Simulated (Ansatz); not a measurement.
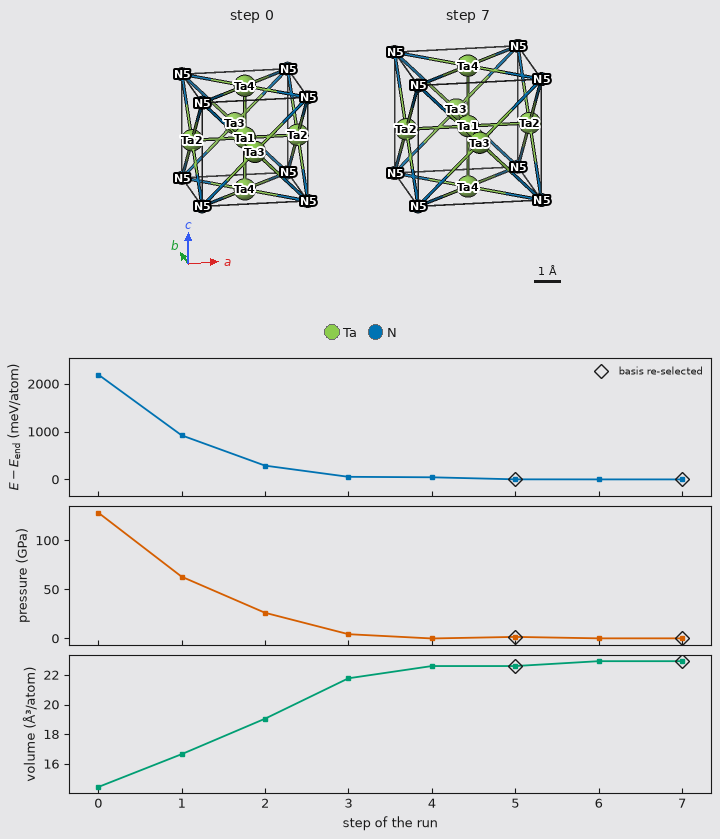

First and last geometry of a relaxation of solid Ta4N (a generated structure, set up in Pm-3m) (coarse preliminary run), with the history of the run. The picture is a ball-and-stick view of the cell of the calculation, seen slightly off an axis.

The calculation used Ansatz, DFT PBE, scalar-relativistic, plane waves, PAW. (plane-wave cutoff 420 eV; k-point mesh 4 × 4 × 4; occupations gaussian; smearing width 0.1 eV; no spin polarisation; cell and atoms relaxed; force threshold 0.04 eV/Å; at most 70 steps)

What do the curves and the structures tell?

Answer. It converged. Over 5 accepted moves (7 points after the start) the energy falls by 2194 meV per atom. All forces vanish by symmetry, so only the cell relaxes. The pressure goes from 128.37 to 0.07 GPa. At 2 points the geometry stayed and the basis and grid were re-selected for the new cell (energy shift of 42.7 meV per atom at most each time). No atom moves by more than 0.005 Å relative to the cell. The drawn cell changes as follows: a = b = c 4.164 → 4.858 Å (+16.7 %); the volume changes by +58.8 %. Near-neighbour distances that change, for instance: Ta2–Ta3 2.944 → 3.435 Å, Ta2–N5 2.944 → 3.435 Å, Ta1–Ta2 2.082 → 2.429 Å. The space group stays Pm-3m (No. 221).

Limits of the set-up: the k-point mesh is coarse for a cell with partly filled bands.
